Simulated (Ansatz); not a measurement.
Consider MgO.

Input file:

```
crystal:
  lattice:
    - [3.5216472518, 0.0, 0.0]
    - [-1.7608236259, 3.0498359832, 0.0]
    - [0.0, 0.0, 4.2305219513]
  atoms:
    - { symbol: Mg, position: [0.3333333333, 0.6666666667, 0.25] }
    - { symbol: Mg, position: [0.6666666667, 0.3333333333, 0.75] }
    - { symbol: O, position: [0.6666666667, 0.3333333333, 0.25] }
    - { symbol: O, position: [0.3333333333, 0.6666666667, 0.75] }
kpoints:
  mp_grid: { grid: [12, 12, 6] }
  band_path:
    path:
      - [0.0, 0.0, 0.0]
      - [0.5, 0.0, 0.0]
      - [0.3333333333, 0.3333333333, 0.0]
      - [0.0, 0.0, 0.5]
      - [0.5, 0.0, 0.5]
      - [0.3333333333, 0.3333333333, 0.5]
    npoints: 1
hamiltonian:
  xc: pbe
scf:
  occupations: { method: fermi_dirac, width: 0.02 }
  n_extra_bands: 5
output:
  forces: true
  stress: true
  eigenvalues: true
  write_density: true
  write_potential: true
  elf: true
  volumetric_format: npy
```

Run with:

```sh
ansatz run input.yaml --threads 4 --pin off --max-ram 3686MiB --backend cpu --events-out ev --progress --plain --runs-dir out
```

Below, planes, directions and counts refer to the conventional cell (a = 3.52 Å, b = 3.52 Å, c = 4.23 Å, α = 90.00°, β = 90.00°, γ = 120.00°).

Space group P6₃/mmc; started from the h-MgO (five-fold) prototype, which need not be the ambient phase; changed on purpose from its base cell (hydrostatic strain +1.1%).

The calculation used DFT, PBE, plane waves, PAW (Ansatz).

> What can the converged valence pseudo-density and electron localisation function tell about the bonding?

Mg–O (2.03 Å): ρ is about 0.39 e/Å³ halfway; the ELF peaks at about 0.85 in the valence shell of O, 0.7 Å from its nucleus, and is about 0.35 at the midpoint: a closed-shell, largely ionic contact.

> Metal or insulator at this level of theory?

It is gapped, with a Kohn–Sham gap of 3.3 eV on the k-point mesh (the band edges may lie off the mesh, which would make the gap smaller).

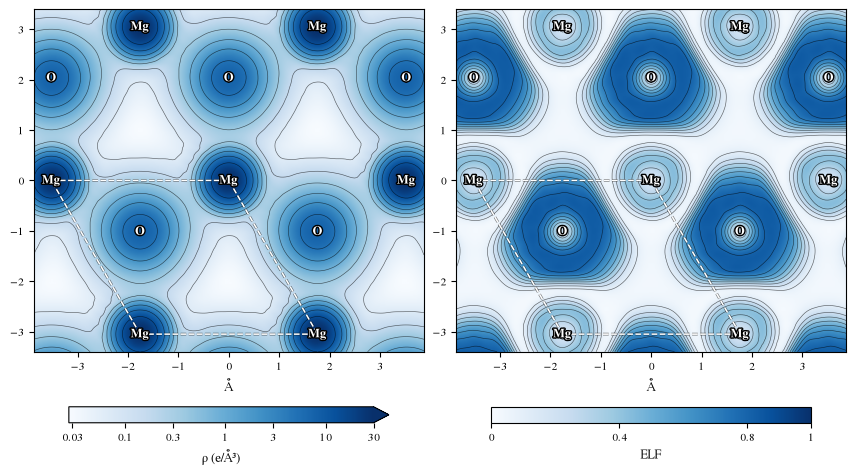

Computed valence pseudo-density and electron localisation function on the (001) plane of the conventional cell, in this order. 

The density is the valence pseudo-density of a PAW calculation; it isn't the true density close to the nuclei.
